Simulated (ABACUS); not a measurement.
# A series of single points on O

System: O (R-3m, 2 atoms in the cell).
Method: Kohn-Sham DFT of a periodic cell, PBE, PseudoDojo NC SR 0.4.1 PBE standard, no spin polarisation (ABACUS 3.10.1).

The 7 runs differ only in the geometry, by an even scaling of the cell at fixed fractional positions. The structure derives from a Materials Project entry.

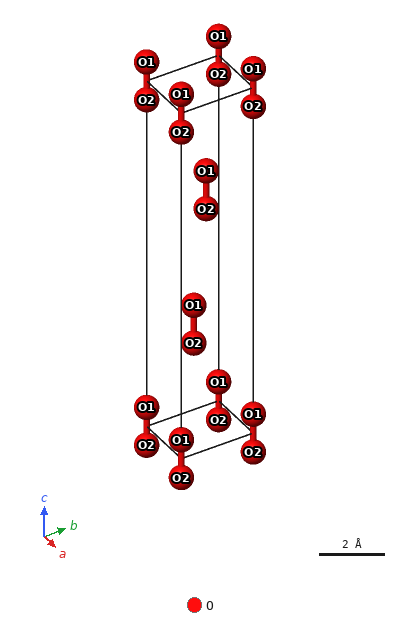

Figure 1. The structure of run 4 (ball-and-stick view of the cell 3 times as large as that of the calculation, set on its symmetry axes, seen slightly off an axis; atoms are numbered from 1 in the order of the input).

### Input file of run 4
```
INPUT_PARAMETERS
suffix              O
calculation         scf
basis_type          pw
pseudo_dir          ./
symmetry            1
dft_functional      pbe
ecutwfc             84
pseudo_rcut         10
nspin               1
nbands              10
ks_solver           dav
smearing_method     fd
smearing_sigma      0.00367493
scf_thr             1e-08
scf_nmax            100
mixing_type         broyden
mixing_beta         0.7
cal_force           1
cal_stress          1
kpar                4
```

### File STRU of run 4
```
ATOMIC_SPECIES
O 15.9990 O.upf

LATTICE_CONSTANT
1.8897261246

LATTICE_VECTORS
1.6749479049 0.9670316238 3.7319995215
-1.6749479049 0.9670316238 3.7319995215
0.0000000000 -1.9340632475 3.7319995215

ATOMIC_POSITIONS
Direct

O
0.0
2
0.0546147200 0.0546147200 0.0546147200 1 1 1
0.9453852800 0.9453852800 0.9453852800 1 1 1
```

### File KPT of run 4
```
K_POINTS
0
Gamma
9 9 9 0 0 0
```

Command:
```bash
OMP_NUM_THREADS=1 mpirun -np 4 abacus > log
```

Lattice vectors (Å) and fractional positions of run 4:
```
   1.674948    0.967032    3.732000
  -1.674948    0.967032    3.732000
   0.000000   -1.934063    3.732000
O   0.054615  0.054615  0.054615
O   0.945385  0.945385  0.945385
```

Run 2 differs from it as follows:
```diff
-1.6749479049 0.9670316238 3.7319995215
--1.6749479049 0.9670316238 3.7319995215
-0.0000000000 -1.9340632475 3.7319995215
+1.6523106988 0.9539620267 3.6815609125
+-1.6523106988 0.9539620267 3.6815609125
+0.0000000000 -1.9079240534 3.6815609125
```

### Results, with one run withheld

```csv
run,volume per atom (Å³),"free energy per atom, from the lowest run given (meV)",pressure (GPa)
1,17.046,0.00,−0.44
2,17.409,?,?
3,17.772,6.72,−2.56
4,18.134,13.44,−3.46
5,18.497,22.09,−4.27
6,18.860,32.49,−4.99
7,19.223,44.44,−5.64
```

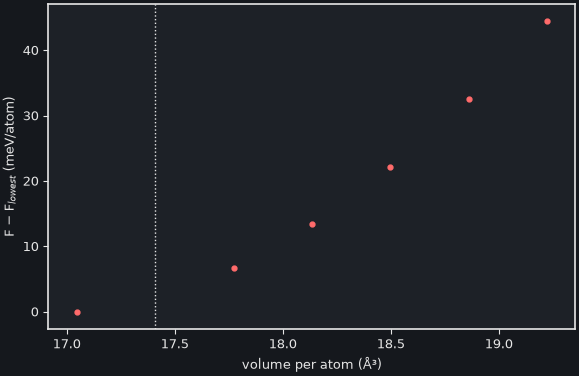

Figure 2. Free energy per atom of the runs given; the dotted line marks run 2.

What should run 2 give?

A cubic polynomial in V^(−2/3) (the Birch–Murnaghan form), fitted to the 6 runs given, misses them by at most 0.01 meV per atom. With x = V^(−2/3) − 0.14436 Å⁻², it reads F = 15.585 − 4301.4 x + 2.9301e+05 x² + 1.6877e+05 x³ (meV per atom). At run 2 it gives 2.16 meV per atom, and the run itself gives 2.16. The slope of the fit gives a pressure −dF/dV of −1.50 GPa there, and the run prints −1.56 GPa. The two needn't agree exactly: the fit is approximate, and the printed stress is taken on a finite basis. The fit has no minimum inside this range.

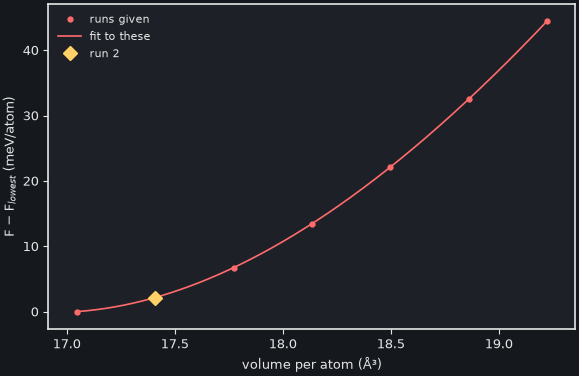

Figure 3. The fit and the withheld run.

### Some lines of the output (run 2)
```
[...]
                          Volume (Bohr^3) = 234.965
                             Volume (A^3) = 34.8181
 E_Fermi        -0.0591909687        -0.8053344443
 E_Fermi        -0.0302141039        -0.4110839726
 E_Fermi        -0.0318118108        -0.4328218900
 E_Fermi        -0.0310520227        -0.4224844431
 E_Fermi        -0.0312241683        -0.4248266048
 E_KS(sigma->0) -65.7773958660       -894.9473833790
 E_Fermi        -0.0312356526        -0.4249828555
 final etot is -894.9660368 eV
 EFERMI = -0.42498285546 eV
 TOTAL-PRESSURE: -15.584296 KBAR
 !FINAL_ETOT_IS -894.9660367998726542 eV
```
